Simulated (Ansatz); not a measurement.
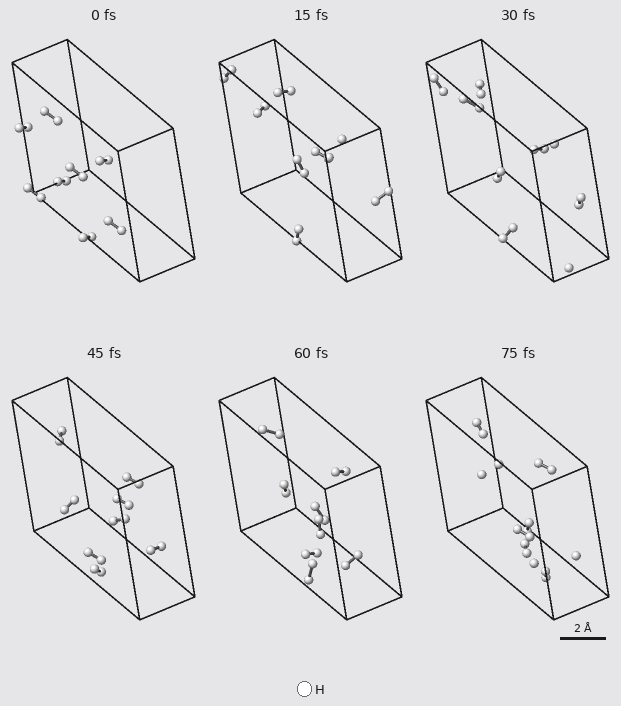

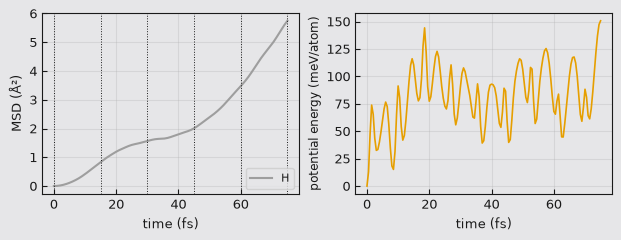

Molecular dynamics of a 16-atom cell of H (set up in Cmce), 75 fs long. Frames and the history of the run. A ball-and-stick model of the simulation cell, seen slightly off an axis. Atoms that leave the cell re-enter on the other side.

Computed with Ansatz, DFT PBE, scalar-relativistic, plane waves, PAW. Settings: plane-wave cutoff 420 eV; k-point mesh 2 × 2 × 2; Fermi-Dirac smearing 0.224 eV; volume 1.1 times that of the relaxed crystal; Nosé-Hoover thermostat (NVT); set temperature 2600 K; time step 0.5 fs.

Q: Describe the run.

A: The mean temperature in the second half is 2053 K (standard deviation 195 K). The potential energy in the second half lies on average 86.6 meV per atom above the first frame. The mean pressure there is 1.9 GPa. Root-mean-square distances from the starting positions over the second half, with the common drift of all atoms taken out: H 1.81 Å. The molecules turn and drift from their places.
